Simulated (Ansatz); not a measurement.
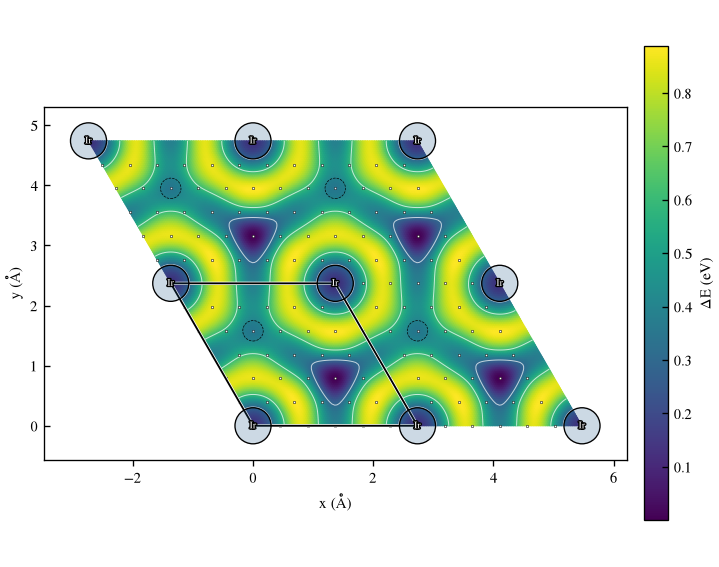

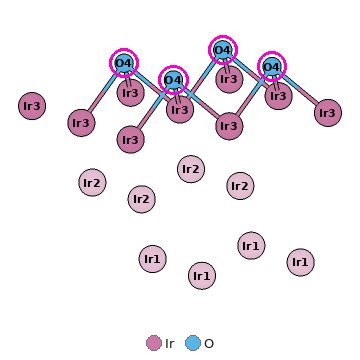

Energy landscape of O on an Ir(111) slab cut from the Fm-3m phase, its upper half relaxed before the scan (3 atoms of substrate and one adsorbate in a 1 × 1 cell). 
- O is moved over the surface cell; relaxed at each place: the height of the adsorbate's atoms; substrate rigid; the origin of the map has the adsorbate above Ir3.
- Places are given modulo a cell vector. The map is drawn in real space over the plane of the surface.
- The grid has 6 × 6 points; 10 points were computed and 26 follow by symmetry.
- Energies: eV, counted from the lowest grid point.
- With one adsorbate in each 1 × 1 cell, its nearest image is 2.7 Å away, so neighbouring adsorbates interact. The runs have no spin polarisation; a magnetic state may lie lower.
- Method: DFT PBE, scalar-relativistic, plane waves, PAW (Ansatz). Settings: cutoff 420 eV, k-mesh 12×12×1, gaussian smearing 0.1 eV, no spin polarisation.

In the figure: a smooth colour map with a few white contour lines, dots at the grid points, labelled circles for the atoms of the top layer and small ones for the second layer, the outline of one cell of the 2 × 2 shown. Between grid points the surface is interpolated. The second picture is the structure at the lowest point; rings mark the moved atoms.

Question: What does the map say about the system?

Answer: The lowest grid point is at a threefold hollow over a third-layer Ir atom, (4/6, 2/6) of the cell vectors. Higher local minima lie near the top site over a surface Ir atom, (0/6, 0/6) of the cell vectors (0.09 eV above the lowest at that grid point); a threefold hollow over a second-layer Ir atom, (2/6, 4/6) of the cell vectors (0.37 eV above the lowest at that grid point). The highest grid point, (2/6, 1/6) of the cell vectors [nearest 1 Ir at 1.82 Å], lies 0.89 eV above the lowest. On the interpolated surface the easiest way out of the lowest well to the well at a threefold hollow over a second-layer Ir atom, (2/6, 4/6) of the cell vectors passes a barrier of about 0.45 eV. At the lowest point the adsorbate has 3 Ir at 2.05 Å as nearest neighbours, at the highest 1 Ir at 1.82 Å. Its relaxed height above the top atom is 1.30 Å at the lowest and 1.63 Å at the highest point.

Time for the 10 points that were run: 14 min on 1 thread of Arm Neoverse V1 (shared host).

PAW datasets: the set soft_1.
